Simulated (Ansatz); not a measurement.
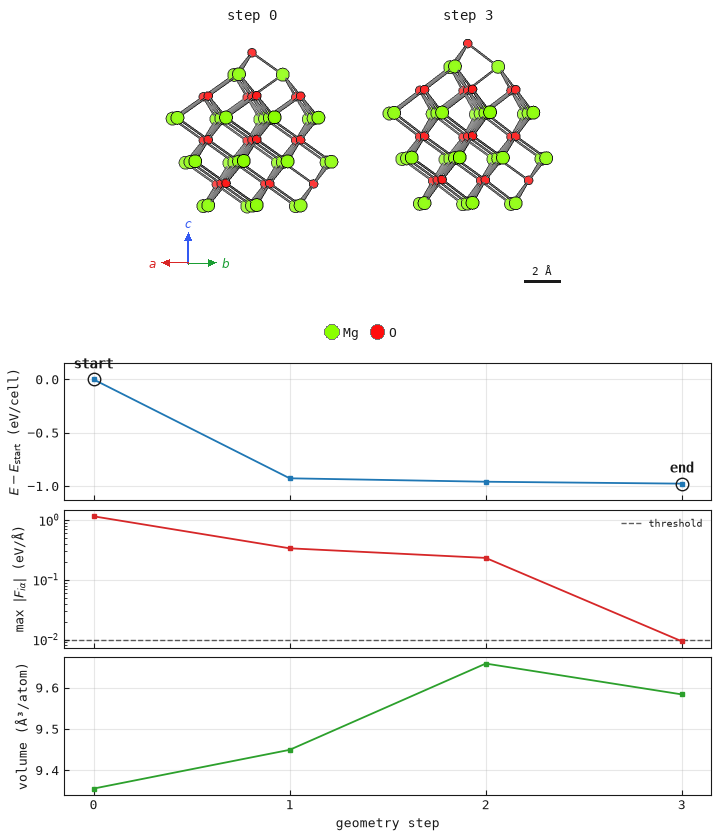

First and last geometry of a relaxation of crystalline MgO (a generated structure, set up in P-6m2), with the history of the run. The picture is a ball-and-stick view of the atoms within 5.0 Å of the atom that moves most (axes of the cell of the calculation), seen from a free direction.

Case: stacking ABACACACAC.

Method: DFT PBEsol, scalar-relativistic, plane waves, PAW in Ansatz 0.2.0.

The input:
```yaml
crystal:
  lattice:
    - [2.9799354756, 0.0, 0.0]
    - [-1.4899677378, 2.5806998235, 0.0]
    - [0.0, 0.0, 24.3310701323]
  atoms:
    - { symbol: Mg, position: [0.0, 0.0, 0.0] }
    - { symbol: O, position: [0.6666666667, 0.3333333333, 0.05] }
    - { symbol: Mg, position: [0.3333333333, 0.6666666667, 0.1] }
    - { symbol: O, position: [0.6666666667, 0.3333333333, 0.15] }
    - { symbol: Mg, position: [0.0, 0.0, 0.2] }
    - { symbol: O, position: [0.3333333333, 0.6666666667, 0.25] }
    - { symbol: Mg, position: [0.6666666667, 0.3333333333, 0.3] }
    - { symbol: O, position: [0.3333333333, 0.6666666667, 0.35] }
    - { symbol: Mg, position: [0.0, 0.0, 0.4] }
    - { symbol: O, position: [0.3333333333, 0.6666666667, 0.45] }
    - { symbol: Mg, position: [0.6666666667, 0.3333333333, 0.5] }
    - { symbol: O, position: [0.3333333333, 0.6666666667, 0.55] }
    - { symbol: Mg, position: [0.0, 0.0, 0.6] }
    - { symbol: O, position: [0.3333333333, 0.6666666667, 0.65] }
    - { symbol: Mg, position: [0.6666666667, 0.3333333333, 0.7] }
    - { symbol: O, position: [0.3333333333, 0.6666666667, 0.75] }
    - { symbol: Mg, position: [0.0, 0.0, 0.8] }
    - { symbol: O, position: [0.3333333333, 0.6666666667, 0.85] }
    - { symbol: Mg, position: [0.6666666667, 0.3333333333, 0.9] }
    - { symbol: O, position: [0.3333333333, 0.6666666667, 0.95] }
basis:
  ecutwfc: 420
kpoints:
  mp_grid: { grid: [12, 12, 2] }
hamiltonian:
  xc: pbesol
scf:
  occupations: { method: gaussian, width: 0.02 }
output:
  forces: true
  stress: true
  eigenvalues: true
  populations: true
relax:
  adjacent_minimum: "off"
  f_tol: 0.01
  max_steps: 45
  cell: { stress_tol: 0.05 }
```

Run as
```bash
ansatz run input.yaml --threads 1 --pin off --max-ram 2560MiB --backend cpu --events-out ev --progress --plain --runs-dir out
```

**What do the curves and the structures tell?**

The run was cut off at its time limit before the program reported convergence, but its last step already meets the force threshold: the largest component is 0.0093 eV/Å against 0.01 eV/Å. The pressure is within 0.01 GPa of its target. After 3 geometry steps the energy has fallen by 0.976 eV per cell of the calculation. Largest force component: 1.2 eV/Å at the start, 0.0093 eV/Å at the end. Pressure: 5.86 GPa at the start and −0.01 GPa at the end. The largest moves relative to the cell, 0.11 Å, are those of O6 and O20. O6 goes along −c. Largest moves by element: O 0.11 Å, Mg 0.09 Å. Cell: a = b 2.980 → 2.942 Å (−1.3 %), c 24.331 → 25.576 Å (+5.1 %). Volume +2.4 %. Some distances before and after: Mg3–O4 2.107 → 2.136 Å, Mg7–O8 2.107 → 2.134 Å, Mg5–O6 2.107 → 2.088 Å. Among the angles between lasting bonds that change: O6–Mg7–O8 70.5° → 74.6°, O6–Mg7–O6 90.0° → 87.0°, Mg7–O8–Mg9 90.0° → 92.9°. The space group stays P-6m2 (No. 187). The run took 13 min on 1 thread of AMD EPYC (Zen 3), on a shared host, peak memory 0.77 GiB.
